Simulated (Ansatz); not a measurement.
## Electronic structure of TiAl3 in real space

Input file:

```
crystal:
  lattice:
    - [-3.8453468585, 0.0, 0.0]
    - [0.0, -3.8453468585, 0.0]
    - [0.0, 0.0, 19.2456191869]
  atoms:
    - { symbol: Ti, position: [0.0, 0.0, 0.3920351079] }
    - { symbol: Ti, position: [0.5, 0.5, 0.1680150462] }
    - { symbol: Ti, position: [0.0, 0.0, 0.8400752312] }
    - { symbol: Ti, position: [0.5, 0.5, 0.6160551695] }
    - { symbol: Al, position: [0.5, 0.5, 0.3920351079] }
    - { symbol: Al, position: [1.0, 1.0, 0.1680150462] }
    - { symbol: Al, position: [0.5, 0.5, 0.8400752312] }
    - { symbol: Al, position: [1.0, 1.0, 0.6160551695] }
    - { symbol: Al, position: [0.5, 0.0, 0.2800250771] }
    - { symbol: Al, position: [0.0, 0.5, 0.0560050154] }
    - { symbol: Al, position: [0.5, 0.0, 0.7280652004] }
    - { symbol: Al, position: [0.0, 0.5, 0.5040451387] }
    - { symbol: Al, position: [0.0, 0.5, 0.2800250771] }
    - { symbol: Al, position: [0.5, 0.0, 0.0560050154] }
    - { symbol: Al, position: [0.0, 0.5, 0.7280652004] }
    - { symbol: Al, position: [0.5, 0.0, 0.5040451387] }
basis:
  ecutwfc: 420
kpoints:
  mp_grid: { grid: [12, 12, 3] }
hamiltonian:
  xc: pbe
scf:
  occupations: { method: gaussian, width: 0.15 }
output:
  forces: true
  stress: true
  eigenvalues: true
  write_density: true
  write_potential: true
  elf: true
  volumetric_format: npy
```

Launched as:

```sh
ansatz run input.yaml --threads 2 --pin off --max-ram 5120MiB --backend cpu --events-out ev --progress --plain --runs-dir out
```

Below, planes, directions and counts refer to the conventional cell (a = 3.85 Å, b = 3.85 Å, c = 19.25 Å, α = 90.00°, β = 90.00°, γ = 90.00°).

Space group P4mm; a structure from a database of computed crystals, not necessarily the ambient phase; not relaxed (largest force 0.7 eV/Å); computed without spin polarisation.

Computed with Ansatz 0.2.0, DFT PBE, scalar-relativistic, plane waves, PAW.

In a PAW calculation such maps are meaningful between the atoms, not at the nuclei.

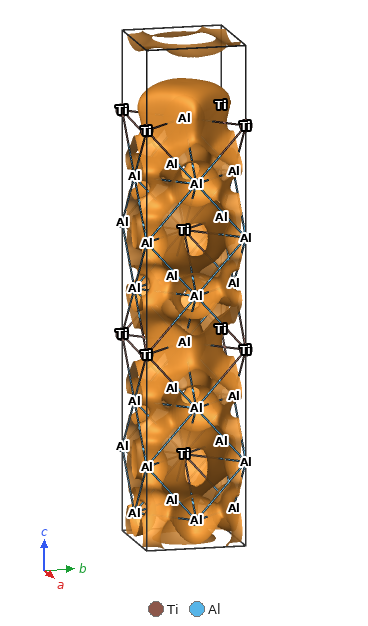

Figure 1. Isosurface of the electron localisation function at 0.55 (orange), seen slightly off an axis. Only the valence region is drawn (cores and ρ < 0.01 e/Å³ removed). Sticks mark near contacts.

> What do the ELF domains correspond to?

At this value the surface marks out sheets that run through the cell in two directions, counted in one cell of 16 atoms. Any copies at cell faces, edges or corners count once.


Ti–Al (2.72 Å): the ELF is about 0.35 at the midpoint. Al–Al (2.72 Å): the ELF peaks at about 0.70 between the atoms.

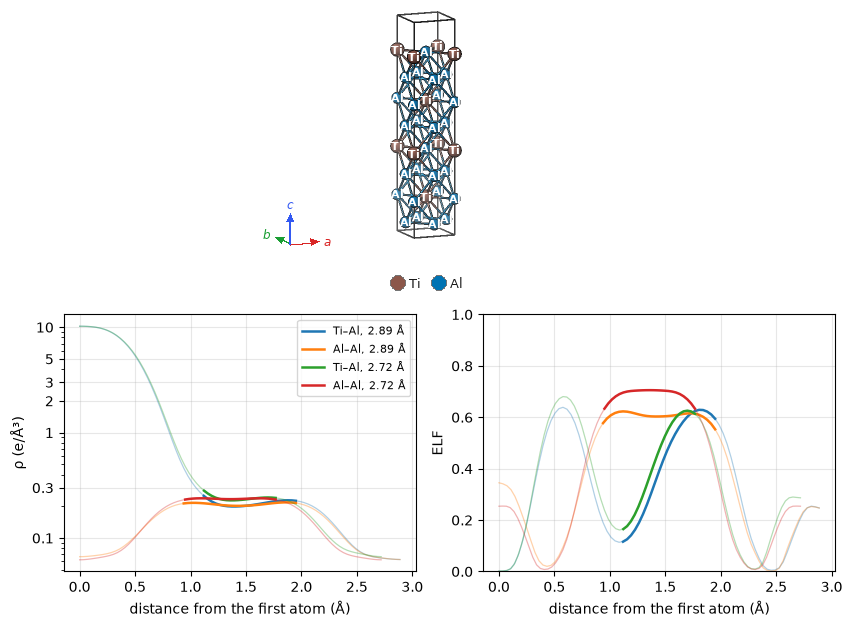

Figure 2. Valence pseudo-density and ELF along straight lines between neighbouring atoms. Thin, pale parts lie inside the atomic spheres. The structure is drawn too.

> What can be read from the curves?

Ti–Al (2.89 Å): the density is about 0.2 e/Å³ at the midpoint; the ELF is about 0.40 at the midpoint.
Al–Al (2.89 Å): ρ at the midpoint is about 0.2 e/Å³; the ELF peaks at about 0.60 between the atoms.
Ti–Al (2.72 Å): ρ at the midpoint is about 0.23 e/Å³; the ELF is about 0.35 at the midpoint.
Al–Al (2.72 Å): the density is about 0.23 e/Å³ at the midpoint; the ELF peaks at about 0.70 between the atoms.

> Metal or insulator at this level of theory?

It is gapless in this calculation (a metal or semimetal).
